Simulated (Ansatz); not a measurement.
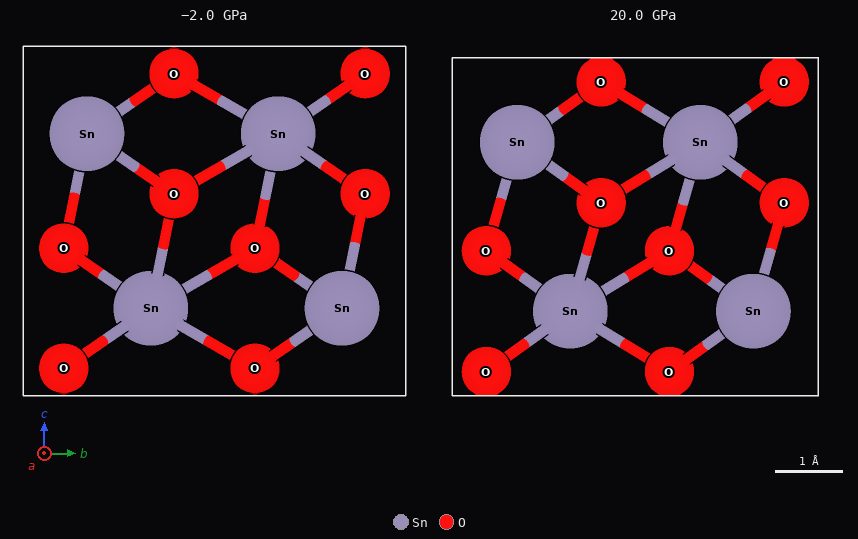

A crystal of SnO2 (set up in Pbcn), relaxed (cell and atoms) at several target pressures. The picture shows the first and the last member. Style: ball-and-stick. Shown: the cell of the calculation, along the a axis.

Computed with Ansatz 0.2.0: DFT LDA, scalar-relativistic, plane waves, PAW. (plane-wave cutoff 420 eV; k-point mesh 6 × 6 × 6; occupations gaussian; smearing width 0.02 eV; no spin polarisation; cell and atoms relaxed; force threshold 0.008 eV/Å)

| pressure (GPa) | volume (Å³/atom) | a (Å) | b (Å) | c (Å) | band gap (eV) |
| --- | --- | --- | --- | --- | --- |
| −2.0 | 11.738 | 4.719 | 5.718 | 5.221 | 1.38 |
| 0.0 | 11.617 | 4.703 | 5.695 | 5.204 | 1.50 |
| 2.0 | ? | ? | ? | ? | ? |
| 5.0 | 11.339 | 4.670 | 5.641 | 5.164 | 1.75 |
| 10.0 | 11.089 | 4.646 | 5.588 | 5.126 | 1.98 |
| 20.0 | 10.647 | 4.623 | 5.474 | 5.049 | 2.37 |

Q: Estimate the missing row from the others, and compare with the calculation.

A: Murnaghan's form V = V₀(1 + B′P/B₀)^(−1/B′), with V₀ = 11.617 Å³ from the row at zero pressure, fits the other rows with B₀ = 199 GPa and B′ = 3.22 (largest miss 0.002 Å³). At 2.0 GPa it gives 11.617 × (1 + 3.22 × 2.0/199)^(−1/3.22) = 11.503 Å³ per atom. The calculation gives 11.501 Å³/atom (a = 4.689 Å, b = 5.673 Å, c = 5.188 Å). The estimate is 0.002 Å³/atom too high. For the gap a parabola through the rows −2.0, 0.0, 5.0 gives 1.61 eV, and the calculation 1.61 eV (semilocal gaps, lower than measured ones as a rule). From the first member to the last: O–Sn 2.029 → 1.966 Å, O–Sn 2.101 → 2.053 Å, O–Sn 2.058 → 2.012 Å.

The whole series:

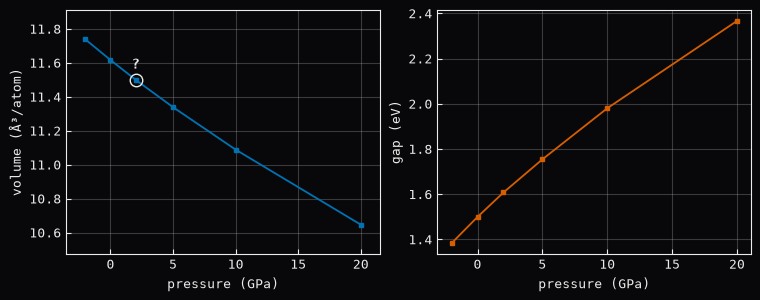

Each member starts from this one structure; whether another phase lies lower wasn't checked.
